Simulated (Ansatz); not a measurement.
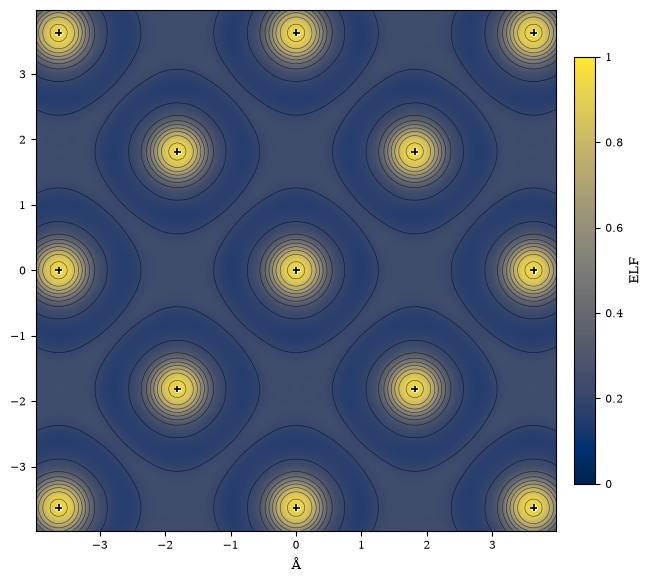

The ELF on a plane through atoms (crosses mark nuclei in the plane).

These are results of DFT PBE, scalar-relativistic, plane waves, PAW (Ansatz 0.2.0), not measurements.

Candidates:
A. Cu, a = 7.26 Å, b = 7.26 Å, c = 7.26 Å, α = 90.00°, β = 90.00°, γ = 90.00°. Space group Fm-3m; a generated structure, not necessarily the stable one; computed without spin polarisation.
B. Ge, a = 5.93 Å, b = 5.93 Å, c = 6.97 Å, α = 90.00°, β = 90.00°, γ = 90.00°. Space group P4₃2₁2; a generated structure, not necessarily the stable one; computed pressure about 4 GPa in this cell; the program warned that the cutoff is below the recommended one.
C. SnO$_{2}$, a = 4.74 Å, b = 4.74 Å, c = 3.19 Å, α = 90.00°, β = 90.00°, γ = 90.00°. Space group P4₂/mnm; computed pressure about 11 GPa in this cell.

> Which candidate gave the map?

Candidate A: Cu on the (100) plane of the calculation cell, which holds Cu. Cu–Cu (2.57 Å): the ELF is about 0.20 at the midpoint; no shared electron pair shows on this line.
